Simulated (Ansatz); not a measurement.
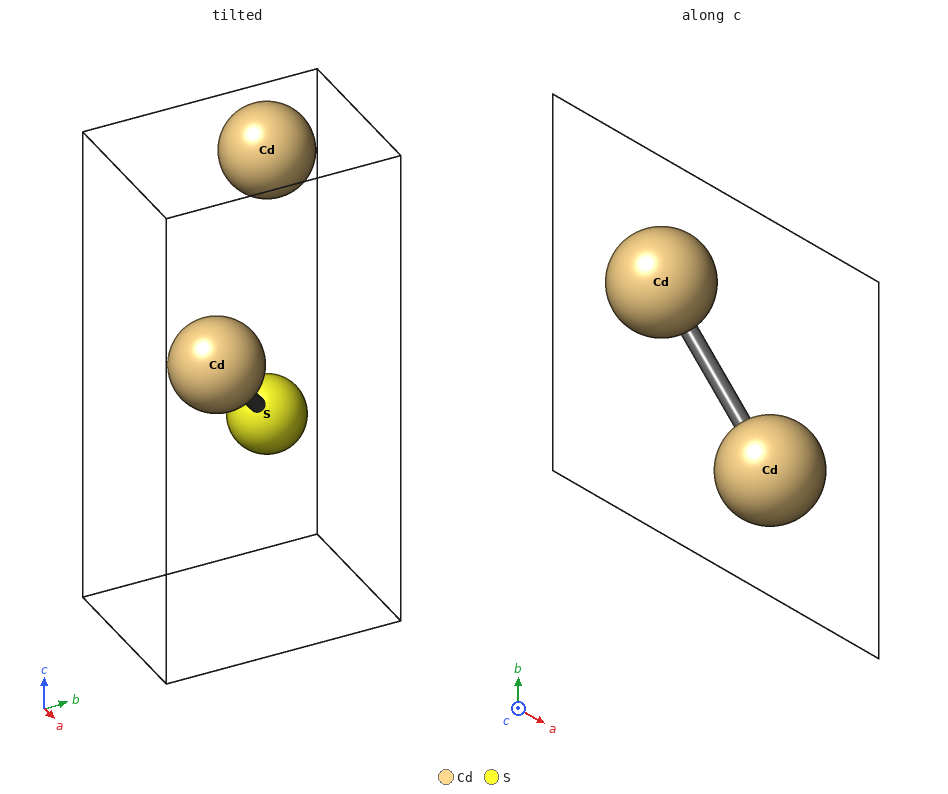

Cd₂S, space group P3m1 (No. 156), a = 3.963 Å, b = 3.963 Å, c = 5.809 Å, α = 90.00°, β = 90.00°, γ = 120.00°. An orthographic ball-and-stick view of the structure, slightly off an axis and along the c axis. The box is the conventional unit cell; atoms on or close to its faces, edges and corners are drawn wherever they repeat. The cell is a structure listed in the Materials Project. It needn't be the stable form of this composition.

One fixed geometry was run with a growing share of exact exchange in a hybrid functional, screened with ω = 0.2 Å⁻¹. Alike in all runs: Ansatz 0.2.0; functional HSE06 form with a typed share of exact exchange; potentials Ansatz PAW; cutoff 420 eV; k mesh 4 × 4 × 3 on the run's cell of 3 atoms; occupations fermi-dirac, width 0.05 eV; no spin polarisation; no spin-orbit coupling.

```tsv
share of exact exchange	gap (eV)	pressure (GPa)
0.05	0.96	-0.6
0.10	1.00	-0.8
0.15	1.04	-1.0
0.20	1.08	-1.2
0.25	1.12	-1.4
0.30	1.16	-1.6
0.40	1.25	-2.0
0.50	?	?
```

How fast does the gap grow with the share, and what belongs in the row left out?

The line is gap = 0.92 eV + 0.80 eV × share, which gives 1.32 eV at 0.50. The run gave 1.34 eV and a pressure of -2.3 GPa.

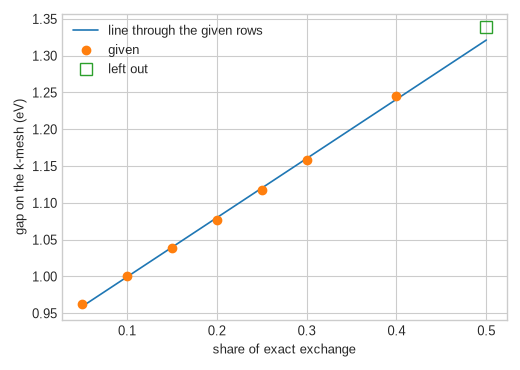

Gap against the share of exact exchange. Gaps are the least found on the k-mesh; a mesh with odd divisions misses some points on the zone boundary, so where the band edges lie there the true gap is smaller.

Caveat: the k mesh is coarse (spacing up to 0.46 Å⁻¹), so the values aren't converged, least of all with exact exchange; the PAW data sets were made with another functional, which shifts forces and pressure a little.
